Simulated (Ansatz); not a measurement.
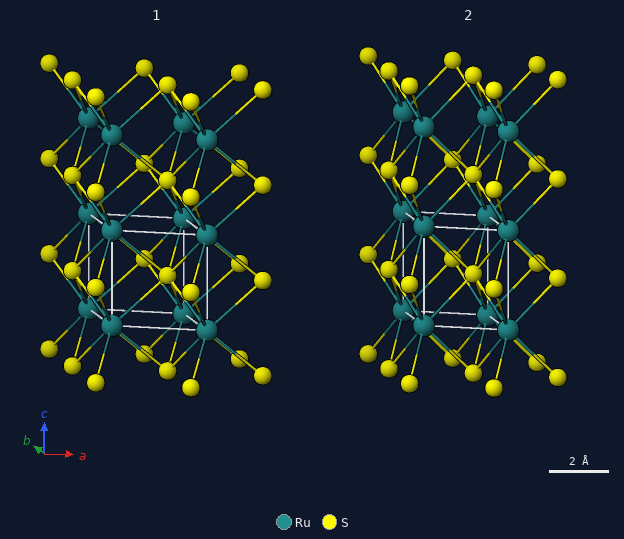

Two geometries of a crystal of RuS (a generated structure, set up in P-6m2), drawn at one scale. One is the start of a relaxation, the other its converged end. A ball-and-stick model of the cell of the calculation, repeated 1 × 1 × 2 with one cell outlined, seen slightly off an axis.

The calculation used Ansatz 0.2.0, Kohn-Sham DFT of a periodic cell, LDA, Ansatz PAW. Settings: plane-wave cutoff 420 eV; k-point mesh 7 × 7 × 6; occupations fermi-dirac; smearing width 0.05 eV; no spin polarisation; cell and atoms relaxed; force threshold 0.01 eV/Å; at most 40 steps.

**Which one is relaxed?**

Structure 2 is the relaxed one. The run lets cell and atoms move. No atom moves by more than 0.005 Å relative to the cell. Cell: a = b 3.369 → 2.990 Å (−11.3 %), c 3.288 → 3.425 Å (+4.2 %). Volume −18.0 %. Near-neighbour distances that change, for instance: Ru–S 2.547 → 2.432 Å. Among the angles between lasting bonds that change: S–Ru–S 80.4° → 89.5°, Ru–S–Ru 80.4° → 89.5°, Ru–S–Ru 82.8° → 75.9°. The space group stays P-6m2 (No. 187). Over 9 accepted moves (10 points after the start) the energy falls by 266 meV per atom. All forces vanish by symmetry, so only the cell relaxes. Pressure: −23.64 GPa at the start and 0.01 GPa at the end. At 1 point the geometry stayed and the basis and grid were re-selected for the new cell (energy shift of 0.3 meV per atom at most each time).
